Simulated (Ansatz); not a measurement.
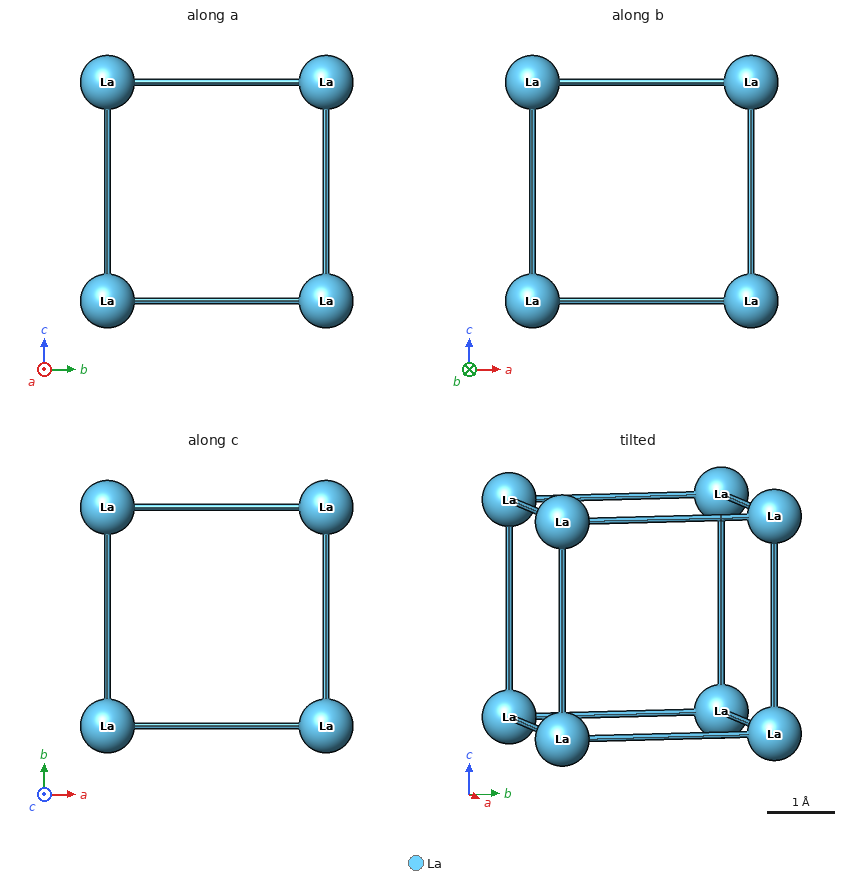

Ball-and-stick drawing of the structure, looking along the a axis, along the b axis, along the c axis and slightly off an axis. The conventional unit cell is outlined; an atom on or near a face, edge or corner is repeated at each equivalent position.

Lattice parameters: a = 3.307 Å, b = 3.307 Å, c = 3.307 Å, α = 90.00°, β = 90.00°, γ = 90.00°. Put a along x and b in the xy plane.

Set out the cell and atoms as a POSCAR file.

Answer.
```
La
1.0
     3.307    0.000    0.000
     0.000    3.307    0.000
     0.000    0.000    3.307
La
1
Direct
  0.0000 0.0000 0.0000
```

The structure comes from a structure type filled with this element by a generator (whether the element takes this form wasn't checked). Earlier steps of the study may have refined or changed the cell and positions. It went into a calculation with Ansatz.
